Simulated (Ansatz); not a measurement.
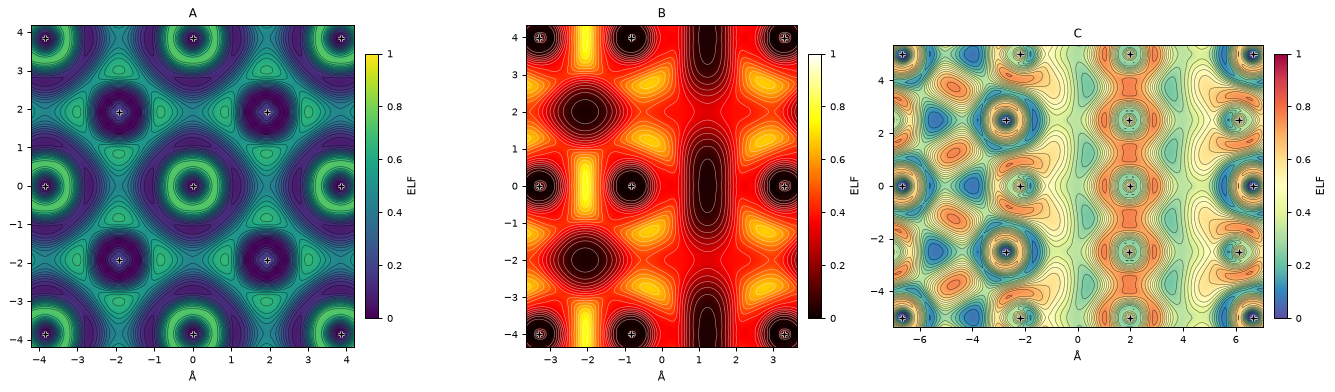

The ELF of 3 systems, each on a plane through atoms (crosses mark nuclei in the plane).

The calculation used DFT PBEsol, scalar-relativistic, plane waves, PAW (Ansatz 0.2.0).

System 1: ScAl₃, the (001) plane of the conventional cell. Space group Pm-3m; a structure from a database of computed crystals, not necessarily the ambient phase; computed pressure about 22 GPa in this cell.

System 2: Ge, the (11̄0) plane of the conventional cell. Space group P6₃/mmc; a structure from a database of computed crystals, not necessarily the ambient phase.

```cif
data_structure
_symmetry_space_group_name_H-M 'P 1'
_symmetry_Int_Tables_number 1
_cell_length_a 3.9970
_cell_length_b 3.9970
_cell_length_c 6.5964
_cell_angle_alpha 90.000
_cell_angle_beta 90.000
_cell_angle_gamma 120.000
_cell_volume 91.26
loop_
_atom_site_label
_atom_site_type_symbol
_atom_site_fract_x
_atom_site_fract_y
_atom_site_fract_z
_atom_site_occupancy
Ge1 Ge 0.66667 0.33333 0.06291 1
Ge2 Ge 0.33333 0.66667 0.56291 1
Ge3 Ge 0.66667 0.33333 0.43709 1
Ge4 Ge 0.33333 0.66667 0.93709 1
```

System 3: TiSi₂, the (101) plane of the conventional cell. Space group Cmcm; a structure from a database of computed crystals, not necessarily the ambient phase; computed without spin polarisation.

Which map belongs to which system?

Panel A is system 1, ScAl₃: the plane holds Sc and Al. Sc–Al (2.72 Å): the ELF peaks at about 0.50 in the valence shell of Al, 1.0 Å from its nucleus, and is about 0.25 at the midpoint; no localised pair shows between them. Panel B is system 2, Ge: the plane holds Ge. Ge–Ge (2.47 Å): the ELF peaks at about 0.75 between the atoms. Panel C is system 3, TiSi₂: the plane holds Ti and Si. Ti–Si (2.56 Å): the ELF peaks at about 0.75 in the valence shell of Si, 0.9 Å from its nucleus, and is about 0.40 at the midpoint.
